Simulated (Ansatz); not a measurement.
A structure file:

```
Zn O
1.0
     4.26489    0.00000    0.00000
     0.00000    4.26489    0.00000
     0.00000    0.00000    4.26489
Zn O
4 4
Direct
  0.00000 0.00000 0.00000
  0.00000 0.50000 0.50000
  0.50000 0.00000 0.50000
  0.50000 0.50000 0.00000
  0.00000 0.50000 0.00000
  0.00000 0.00000 0.50000
  0.50000 0.50000 0.50000
  0.50000 0.00000 0.00000
```

### Characterise the structure given above.

The material is ZnO. Its lattice is face-centred cubic, its space group Fm-3m (No. 225). The arrangement is known as rock salt (NaCl type). Atoms per cell: 8 (4 Zn, 4 O). Around each Zn lie six O in an octahedral arrangement at 2.13 Å. Each O has six Zn in an octahedral arrangement at 2.13 Å. The bonds build a three-dimensional framework.

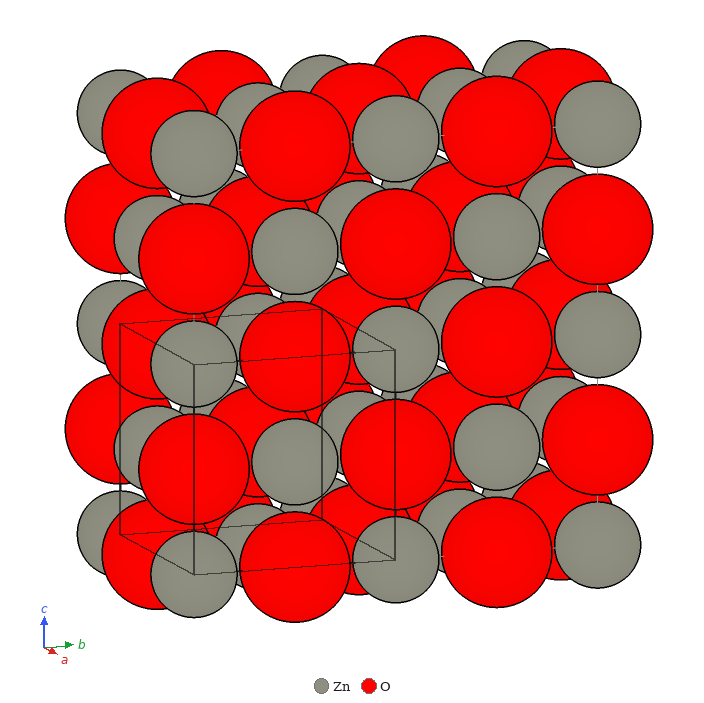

Space-filling drawing of the structure, looking slightly off an axis. One conventional unit cell is drawn solid; the view covers 1×2×2 cells.

The initial geometry was a structure listed in the Materials Project, with elements exchanged, so it need not be a known form of the compound. Earlier steps of the study may have refined or changed the cell and positions. It went into a calculation with Ansatz.
